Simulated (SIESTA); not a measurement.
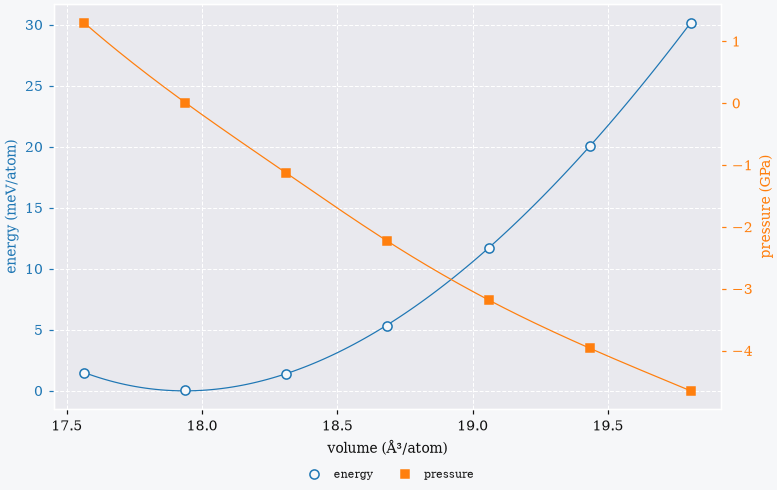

**Figure.** Energy and pressure against volume for Ga, space group Cmcm (No. 63).

A third-order Birch–Murnaghan fit gives V0 = 17.94 Å³/atom, B0 = 60 GPa and B′ = 4.8. The energy is 1.48 meV/atom at volume 17.56 Å³/atom and 30.12 meV/atom at 19.81 Å³/atom; the lowest computed point is at volume 17.94 Å³/atom (0.07 meV/atom), and no other minimum shows. The pressure falls from 1.30 GPa at volume 17.56 Å³/atom to −4.65 GPa at 19.81 Å³/atom, and changes sign near 17.94 Å³/atom.

How it was computed, with SIESTA 5.4.2: DFT in numerical atomic orbitals with pseudopotentials, no spin polarisation; energies at scaled volumes of the given cell, shape and fractions fixed, counted from the fit's minimum, third-order Birch-Murnaghan fit. Level: PBEsol.

| setting | value |
| --- | --- |
| k mesh | 10×10×8 |
| occupations | Fermi–Dirac |
| smearing width | 0.05 eV |
| potentials | PseudoDojo 0.4 standard, converted to PSML, two zetas on semicore shells |
| program settings | basis DZP, mesh cutoff 800 Ry |

Cell as given: a = 4.316 Å, b = 4.316 Å, c = 3.170 Å, α = 90.00°, β = 90.00°, γ = 140.74°; 2 atoms.

Limits of the calculation: mulliken charges of long orbitals; shape and atomic fractions are frozen while scaling, which makes layered, chain and framework solids too stiff.
